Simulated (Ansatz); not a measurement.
The coordinates of a crystal:

```cif
data_structure
_symmetry_space_group_name_H-M 'P m -3 m'
_symmetry_Int_Tables_number 221
_cell_length_a 2.8194
_cell_length_b 2.8194
_cell_length_c 2.8194
_cell_angle_alpha 90.000
_cell_angle_beta 90.000
_cell_angle_gamma 90.000
_cell_volume 22.41
loop_
_atom_site_label
_atom_site_type_symbol
_atom_site_symmetry_multiplicity
_atom_site_Wyckoff_symbol
_atom_site_fract_x
_atom_site_fract_y
_atom_site_fract_z
_atom_site_occupancy
Al1 Al 1 a 0.00000 0.00000 0.00000 1
Co1 Co 1 b 0.50000 0.50000 0.50000 1
```

Question: What crystal do these data define?

Answer: The compound is AlCo. The atoms follow space group Pm-3m (No. 221); the Bravais lattice is primitive cubic. Among the common structure types it is caesium chloride (CsCl, B2) type. With Z = 1, the cell contains 1 Al, 1 Co. Each Al has eight Co in a cubic arrangement at 2.44 Å. About every Co there are eight Al in a cubic arrangement at 2.44 Å. The bonds build a three-dimensional framework.

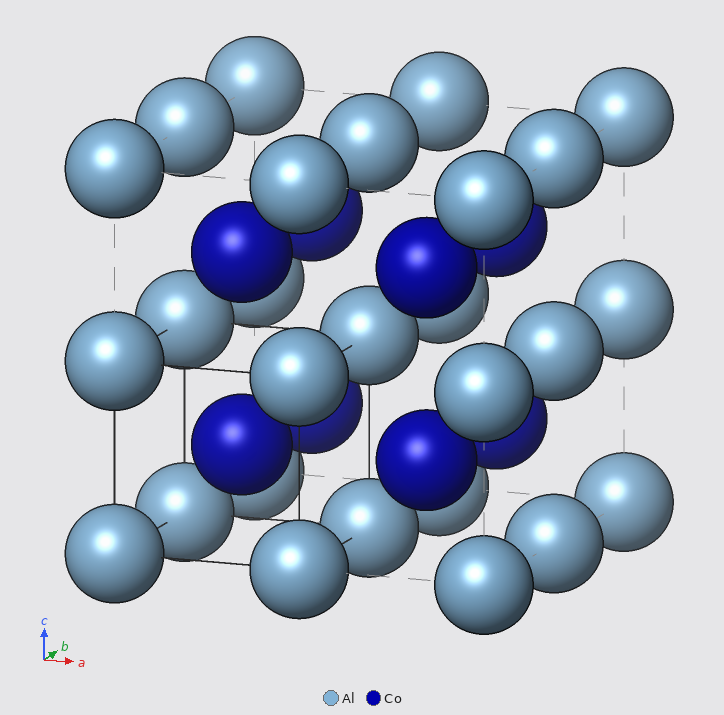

Structure drawing (spheres-only), viewed slightly off an axis. The picture spans 2×2×2 cells, one conventional unit cell being drawn with solid lines.

It derives from a structure listed in the Materials Project. Earlier steps of the study may have refined or changed the cell and positions. A calculation with Ansatz used it as input.
